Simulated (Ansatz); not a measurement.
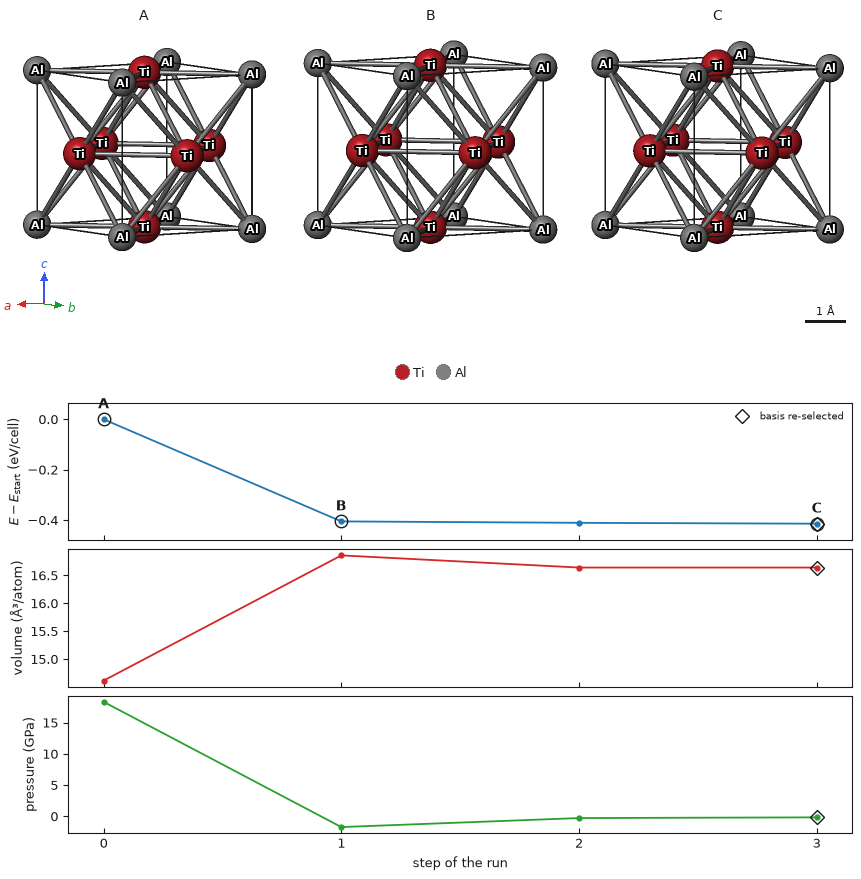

Frames of a relaxation of crystalline Ti$_{3}$Al (a generated structure, set up in Pm-3m) (coarse preliminary run), marked on the history of the run. A ball-and-stick model of the cell of the calculation, seen from a free direction.

Theory: Ansatz 0.2.0, DFT PBE, scalar-relativistic, plane waves, PAW. (plane-wave cutoff 420 eV; k-point mesh 4 × 4 × 4; occupations gaussian; smearing width 0.1 eV; no spin polarisation; cell and atoms relaxed; force threshold 0.04 eV/Å; at most 70 steps)

Q: What happens along the run?

A: No atom moves by more than 0.005 Å relative to the cell. The volume changes by +13.9 %, with a = b = c 3.881 → 4.053 Å (+4.4 %). Near-neighbour distances that change, for instance: Ti–Ti 2.744 → 2.866 Å, Al–Ti 2.744 → 2.866 Å. The space group stays Pm-3m (No. 221). The energy falls by 0.414 eV per cell of the calculation in 2 accepted moves (3 points after the start). All forces vanish by symmetry, so only the cell relaxes. Pressure: 18.34 GPa at the start and −0.16 GPa at the end. At 1 point the geometry stayed and the basis and grid were re-selected for the new cell (energy shift of 3.4 meV per cell of the calculation at most each time). From step 0 to 1: volume +15.3 %, energy −0.405 eV per cell of the calculation. From step 1 to 3: volume −1.3 %, energy −9.0 meV per cell of the calculation.

```json
{"step": "0", "E − E(0), meV/atom": "0.00", "pressure, GPa": "18.34", "volume, Å³/atom": "14.616", "note": ""}
{"step": "1", "E − E(0), meV/atom": "-101.15", "pressure, GPa": "-1.71", "volume, Å³/atom": "16.860", "note": ""}
{"step": "2", "E − E(0), meV/atom": "-102.55", "pressure, GPa": "-0.27", "volume, Å³/atom": "16.642", "note": ""}
{"step": "3", "E − E(0), meV/atom": "-103.40", "pressure, GPa": "-0.16", "volume, Å³/atom": "16.642", "note": "same geometry, new basis"}
```

Limits of the set-up: the k-point mesh is coarse for a cell with partly filled bands.
